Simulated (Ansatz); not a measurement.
Geometry relaxation of GeSi₂ (part 2 of 2)

Continued. System: GeSi₂ (6 atoms in the cell). Method: DFT, r2SCAN, plane waves, PAW, no spin polarisation (Ansatz 0.2.0); cutoff 500 eV, 12×12×4 k-mesh, Fermi–Dirac smearing of 0.02 eV. The structure was built on a prototype by a generator. The geometry comes from this level: PBE.

Geometry of the input (Å; fractional positions):
```
3.9299  0.0000  0.0000
-1.9650  3.4034  0.0000
0.0000  0.0000  9.6191
Si 0.6667  0.3333  0.5398
Si 0.3333  0.6667  0.2142
Ge 0.0000  0.0000  0.8707
Si 0.3333  0.6667  0.4602
Ge 0.0000  0.0000  0.1293
Si 0.6667  0.3333  0.7858
```

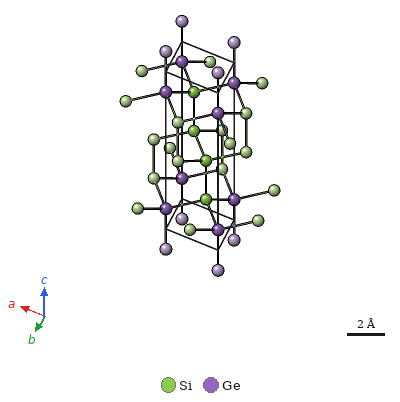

Figure 1. The geometry at step 3 of the log (ball-and-stick view of the cell of the calculation, seen at an oblique angle; neighbours outside the cell are drawn fainter).

**Output, continued**
```
--- Band table (eV; the first three rows and the last of 69) ---
  k-point 0: bands = ["-18.0660", "-17.9714", "-17.9714", "-17.9342", "-17.9342", "-17.9149", "-17.9149", "-17.8713", "-17.8713", "-17.8305", "-5.8862", "-4.5463", "-4.3395", "1.0443", "1.3015", "5.6732", "5.6732", "5.9032", "5.9032", "6.9064", "6.9475", "6.9475", "8.5117", "8.6004", "9.6077", "9.6077", "9.6351", "9.6772"]
  k-point 1: bands = ["-18.0660", "-17.9714", "-17.9714", "-17.9342", "-17.9342", "-17.9149", "-17.9149", "-17.8713", "-17.8713", "-17.8305", "-5.8012", "-5.0264", "-3.8175", "0.0069", "2.6432", "5.5898", "5.5898", "5.9415", "6.0852", "6.0852", "6.7906", "6.7906", "8.3652", "8.8463", "9.5035", "9.8183", "9.8183", "10.5845"]
  k-point 2: bands = ["-18.0660", "-17.9714", "-17.9714", "-17.9342", "-17.9342", "-17.9149", "-17.9149", "-17.8713", "-17.8713", "-17.8305", "-5.6368", "-5.3586", "-3.4978", "-0.4961", "4.0733", "4.5036", "5.5416", "5.5416", "6.3387", "6.3387", "6.5322", "6.5322", "8.3081", "9.1702", "9.1992", "10.1083", "10.1083", "10.5550"]
  k-point 68: bands = ["-18.0599", "-17.9750", "-17.9750", "-17.9299", "-17.9299", "-17.9096", "-17.9096", "-17.8733", "-17.8733", "-17.8216", "-2.9914", "-2.2753", "-2.2753", "-1.1024", "-0.2559", "-0.2559", "2.5887", "2.7650", "2.7650", "3.9751", "3.9751", "4.0666", "10.3296", "10.5177", "10.5177", "10.5379", "11.0872", "11.0872"]
--- Relaxed structure (4 steps of the walk, 4 accepted, 1 SCFs on fresh bases) ---
  F+E_penalty+E_count = -11162.02863151 eV   max|allowed force component| = 1.527e-3 eV/Å   (the final SCF, on the basis selected at the relaxed cell)
  cell:  # Å, volume = 125.6268 Å³
    - [3.898992169477042, 5.197479065248182e-33, 7.996102485036063e-18]
    - [-1.949496084738521, 3.3766262679237196, -5.997076863777051e-18]
    - [1.9571638457745614e-17, -5.649845366030738e-18, 9.542165708404433]
  atoms:
    - { symbol: Si, position: [0.6666666666666666, 0.3333333333333333, 0.5401940172540446] }
    - { symbol: Si, position: [0.3333333333333333, 0.6666666666666666, 0.21310199038082653] }
    - { symbol: Ge, position: [-1.6402974876214066e-19, 6.561189950485627e-20, 0.8713401613128159] }
    - { symbol: Si, position: [0.3333333333333333, 0.6666666666666666, 0.4598059827459553] }
    - { symbol: Ge, position: [1.6402974876214e-19, -6.561189950485639e-20, 0.12865983868718378] }
    - { symbol: Si, position: [0.6666666666666666, 0.3333333333333333, 0.7868980096191733] }
```

**File rho_z.tsv**
```
# z_ang	rho[e/angstrom^3]
# format = ansatz-planar-average/11
# lattice	3.898992169	0.000000000	0.000000000
# lattice	-1.949496085	3.376626268	-0.000000000
# lattice	0.000000000	-0.000000000	9.542165708
# sites	6
# site	14	1.949496085	1.125542089	5.154620827
# site	14	0.000000000	2.251084179	2.033454505
# site	32	0.000000000	-0.000000000	8.314472208
# site	14	0.000000000	2.251084179	4.387544881
# site	32	0.000000000	-0.000000000	1.227693501
# site	14	1.949496085	1.125542089	7.508711203
0.000000	1.077360e-1
0.132530	1.111130e-1
0.265060	1.216318e-1
0.397590	1.414912e-1
0.530120	1.785999e-1
0.662650	2.512973e-1
0.795180	4.076679e-1
0.927711	7.225791e-1
1.060241	1.178993e0
1.192771	1.512636e0
1.325301	1.431501e0
1.457831	1.038559e0
1.590361	6.656929e-1
1.722891	4.511220e-1
1.855421	3.447041e-1
1.987951	2.822370e-1
2.120481	2.381334e-1
2.253011	2.052025e-1
2.385541	1.811345e-1
2.518072	1.643064e-1
2.650602	1.515286e-1
2.783132	1.403989e-1
2.915662	1.307499e-1
3.048192	1.238907e-1
3.180722	1.209355e-1
3.313252	1.223358e-1
3.445782	1.279550e-1
3.578312	1.370446e-1
3.710842	1.482140e-1
3.843372	1.606701e-1
3.975902	1.755210e-1
4.108432	1.951718e-1
4.240963	2.205638e-1
4.373493	2.493330e-1
4.506023	2.761108e-1
4.638553	2.949989e-1
4.771083	3.017648e-1
4.903613	2.949989e-1
5.036143	2.761108e-1
5.168673	2.493330e-1
5.301203	2.205638e-1
5.433733	1.951718e-1
5.566263	1.755210e-1
5.698793	1.606701e-1
5.831323	1.482140e-1
5.963854	1.370446e-1
6.096384	1.279550e-1
6.228914	1.223358e-1
6.361444	1.209355e-1
6.493974	1.238907e-1
6.626504	1.307499e-1
6.759034	1.403989e-1
6.891564	1.515286e-1
7.024094	1.643064e-1
7.156624	1.811345e-1
7.289154	2.052025e-1
7.421684	2.381334e-1
7.554215	2.822370e-1
7.686745	3.447041e-1
7.819275	4.511220e-1
7.951805	6.656929e-1
8.084335	1.038559e0
8.216865	1.431501e0
8.349395	1.512636e0
8.481925	1.178993e0
8.614455	7.225791e-1
8.746985	4.076679e-1
8.879515	2.512973e-1
9.012045	1.785999e-1
9.144575	1.414912e-1
9.277106	1.216318e-1
9.409636	1.111130e-1
```

**File v_z.tsv**
```
# z_ang	v_es[eV]	v_tot[eV]
# format = ansatz-planar-average/11
# xc	r2scan
# density_cutoff_ev	2000
# datasets	Si=:simpson_from_first_knot:soft:shift=0	Ge=:simpson_from_first_knot:soft:shift=0
# lattice	3.898992169	0.000000000	0.000000000
# lattice	-1.949496085	3.376626268	-0.000000000
# lattice	0.000000000	-0.000000000	9.542165708
# sites	6
# site	14	1.949496085	1.125542089	5.154620827
# site	14	0.000000000	2.251084179	2.033454505
# site	32	0.000000000	-0.000000000	8.314472208
# site	14	0.000000000	2.251084179	4.387544881
# site	32	0.000000000	-0.000000000	1.227693501
# site	14	1.949496085	1.125542089	7.508711203
0.000000	9.152398e0	1.795663e0
0.132530	8.980911e0	1.566047e0
0.265060	8.428278e0	8.558825e-1
0.397590	7.394154e0	-4.979937e-1
0.530120	5.984767e0	-2.475152e0
0.662650	4.481468e0	-4.683229e0
0.795180	3.038114e0	-6.896042e0
0.927711	1.695434e0	-8.977755e0
1.060241	4.888026e-1	-1.075663e1
1.192771	-5.655525e-1	-1.235173e1
1.325301	-1.603741e0	-1.375861e1
1.457831	-2.622092e0	-1.496022e1
1.590361	-3.410799e0	-1.580468e1
1.722891	-3.800623e0	-1.612585e1
1.855421	-3.661137e0	-1.580082e1
1.987951	-2.934447e0	-1.468137e1
2.120481	-1.755687e0	-1.295565e1
2.253011	-3.261308e-1	-1.088636e1
2.385541	1.343930e0	-8.508741e0
2.518072	3.233285e0	-5.935056e0
2.650602	5.159266e0	-3.411964e0
2.783132	6.829243e0	-1.267932e0
2.915662	7.978333e0	1.064292e-1
3.048192	8.640024e0	9.231290e-1
3.180722	8.919042e0	1.264989e0
3.313252	8.809536e0	1.127765e0
3.445782	8.320387e0	5.138367e-1
3.578312	7.402188e0	-6.007233e-1
3.710842	5.939490e0	-2.480025e0
3.843372	4.069651e0	-4.936105e0
3.975902	2.112223e0	-7.528321e0
4.108432	2.960807e-1	-1.002898e1
4.240963	-1.230280e0	-1.215962e1
4.373493	-2.476547e0	-1.394455e1
4.506023	-3.542996e0	-1.537004e1
4.638553	-4.304019e0	-1.631468e1
4.771083	-4.577165e0	-1.663047e1
4.903613	-4.304019e0	-1.631468e1
5.036143	-3.542996e0	-1.537004e1
5.168673	-2.476547e0	-1.394455e1
5.301203	-1.230280e0	-1.215962e1
5.433733	2.960807e-1	-1.002898e1
5.566263	2.112223e0	-7.528321e0
5.698793	4.069651e0	-4.936105e0
5.831323	5.939490e0	-2.480025e0
5.963854	7.402188e0	-6.007233e-1
6.096384	8.320387e0	5.138367e-1
6.228914	8.809536e0	1.127765e0
6.361444	8.919042e0	1.264989e0
6.493974	8.640024e0	9.231290e-1
6.626504	7.978333e0	1.064292e-1
6.759034	6.829243e0	-1.267932e0
6.891564	5.159266e0	-3.411964e0
7.024094	3.233285e0	-5.935056e0
7.156624	1.343930e0	-8.508741e0
7.289154	-3.261308e-1	-1.088636e1
7.421684	-1.755687e0	-1.295565e1
7.554215	-2.934447e0	-1.468137e1
7.686745	-3.661137e0	-1.580082e1
7.819275	-3.800623e0	-1.612585e1
7.951805	-3.410799e0	-1.580468e1
8.084335	-2.622092e0	-1.496022e1
8.216865	-1.603741e0	-1.375861e1
8.349395	-5.655525e-1	-1.235173e1
8.481925	4.888026e-1	-1.075663e1
8.614455	1.695434e0	-8.977755e0
8.746985	3.038114e0	-6.896042e0
8.879515	4.481468e0	-4.683229e0
9.012045	5.984767e0	-2.475152e0
9.144575	7.394154e0	-4.979937e-1
9.277106	8.428278e0	8.558825e-1
9.409636	8.980911e0	1.566047e0
```

**Trajectory as extended XYZ (Å, eV, eV/Å), 5 frames, from step=1 to step=5**
```
6
Lattice="3.9299 0.0000 0.0000 -1.9650 3.4034 0.0000 0.0000 0.0000 9.6191" Properties=species:S:1:pos:R:3:forces:R:3 step=1 energy=-11162.00825 pressure_GPa=-1.98
Si    1.9650    1.1345    5.1927    0.0000   0.0000   0.0157
Si    0.0000    2.2689    2.0602    0.0000   0.0000  -0.0854
Ge    0.0000    0.0000    8.3755    0.0000   0.0000   0.0380
Si    0.0000    2.2689    4.4264    0.0000   0.0000  -0.0157
Ge    0.0000    0.0000    1.2436    0.0000   0.0000  -0.0380
Si    1.9650    1.1345    7.5589    0.0000   0.0000   0.0854
6
Lattice="3.9029 0.0000 0.0000 -1.9514 3.3800 0.0000 0.0000 0.0000 9.5466" Properties=species:S:1:pos:R:3:forces:R:3 step=2 energy=-11162.02849 pressure_GPa=-0.22
Si    1.9514    1.1267    5.1599    0.0000   0.0000  -0.0345
Si    0.0000    2.2533    2.0301    0.0000   0.0000   0.0297
Ge    0.0000    0.0000    8.3205    0.0000   0.0000  -0.0263
Si    0.0000    2.2533    4.3867    0.0000   0.0000   0.0345
Ge    0.0000    0.0000    1.2261    0.0000   0.0000   0.0263
Si    1.9514    1.1267    7.5165    0.0000   0.0000  -0.0297
6
Lattice="3.8977 0.0000 0.0000 -1.9488 3.3755 0.0000 0.0000 0.0000 9.5415" Properties=species:S:1:pos:R:3:forces:R:3 step=3 energy=-11162.02891 pressure_GPa=0.07
Si    1.9488    1.1252    5.1522    0.0000   0.0000   0.0242
Si    0.0000    2.2503    2.0364    0.0000   0.0000  -0.0291
Ge    0.0000    0.0000    8.3135    0.0000   0.0000  -0.0081
Si    0.0000    2.2503    4.3893    0.0000   0.0000  -0.0242
Ge    0.0000    0.0000    1.2280    0.0000   0.0000   0.0081
Si    1.9488    1.1252    7.5051    0.0000   0.0000   0.0291
6
Lattice="3.8990 0.0000 0.0000 -1.9495 3.3766 0.0000 0.0000 0.0000 9.5422" Properties=species:S:1:pos:R:3:forces:R:3 step=4 energy=-11162.02906 pressure_GPa=0.00
Si    1.9495    1.1255    5.1546    0.0000   0.0000  -0.0002
Si    0.0000    2.2511    2.0335    0.0000   0.0000  -0.0007
Ge    0.0000    0.0000    8.3145    0.0000   0.0000  -0.0016
Si    0.0000    2.2511    4.3875    0.0000   0.0000   0.0002
Ge    0.0000    0.0000    1.2277    0.0000   0.0000   0.0016
Si    1.9495    1.1255    7.5087    0.0000   0.0000   0.0007
6
Lattice="3.8990 0.0000 0.0000 -1.9495 3.3766 0.0000 0.0000 0.0000 9.5422" Properties=species:S:1:pos:R:3:forces:R:3 step=5 energy=-11162.02863 pressure_GPa=-0.00
Si    1.9495    1.1255    5.1546    0.0000   0.0000  -0.0002
Si    0.0000    2.2511    2.0335    0.0000   0.0000  -0.0007
Ge    0.0000    0.0000    8.3145    0.0000   0.0000  -0.0015
Si    0.0000    2.2511    4.3875    0.0000   0.0000   0.0002
Ge    0.0000    0.0000    1.2277    0.0000   0.0000   0.0015
Si    1.9495    1.1255    7.5087    0.0000   0.0000   0.0007
```

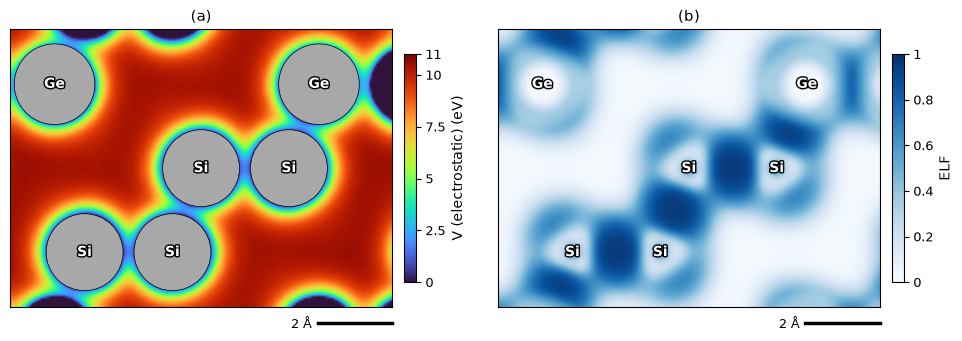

Figure 2. (a) electrostatic potential (local pseudopotential plus Hartree) felt by an electron; (b) electron localisation function on the (110) plane of the conventional cell. Grey discs, where drawn, cover atomic cores. Atoms in the plane: Si and Ge. Si–Si (2.35 Å): the ELF peaks at about 0.95 between the atoms (localised, shared-pair bonding). Si–Ge (2.39 Å): the ELF peaks at about 0.95 between the atoms, which marks a covalent bond. Outside the cores the potential energy rises away from the atoms and is highest about 2.4 Å from the nearest atoms; outside the discs it spans about 10 eV, and its zero is arbitrary. Core electrons are frozen (PAW), so the fields are smoothed inside the atomic spheres.

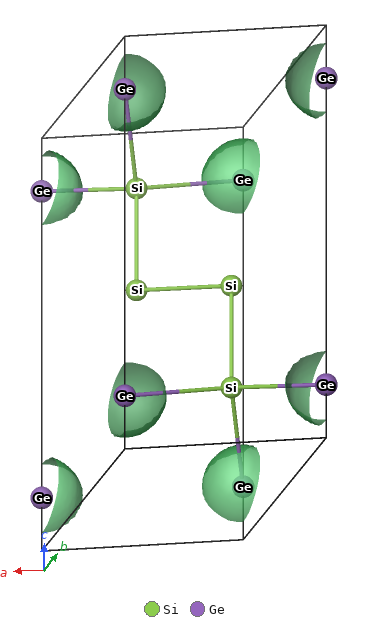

Figure 3. Isosurface of the valence pseudo-density at 0.8 e/Å³ (green), seen at an oblique angle. Sticks mark near contacts. The outline is the cell set on symmetry axes. At this value the density breaks into separate islands; it holds about 45 % of the electrons treated as valence (semicore included). It is pinched off along the Si–Si (2.35 Å), Si–Ge (2.39 Å) and Ge–Ge (2.46 Å) contacts. On the grid the lowest density along these lines, outside the cores, is 0.55 e/Å³ (Si–Si, 2.35 Å), 0.52 e/Å³ (Si–Ge, 2.39 Å) and 0.52 e/Å³ (Ge–Ge, 2.46 Å).

**Key numbers**

```json
{"quantity": "outcome", "value": "converged"}
{"quantity": "space group (tolerance 0.01 Å)", "value": "P-3m1 (164)"}
{"quantity": "electrons treated", "value": "44"}
{"quantity": "free energy", "value": "−11162.0286 eV"}
{"quantity": "Fermi energy", "value": "7.326 eV"}
{"quantity": "gap on the k-point mesh", "value": "0.78 eV"}
{"quantity": "pressure", "value": "0.00 GPa"}
{"quantity": "final volume", "value": "125.63 Å³"}
{"quantity": "largest force (length of the vector) at the end", "value": "0.002 eV/Å"}
{"quantity": "final cell", "value": "a = 3.899 Å, b = 3.899 Å, c = 9.542 Å, α = 90.00°, β = 90.00°, γ = 120.00°"}
{"quantity": "wall time", "value": "34 s (CPU time 2.2 min)"}
{"quantity": "peak memory", "value": "0.85 GiB"}
```
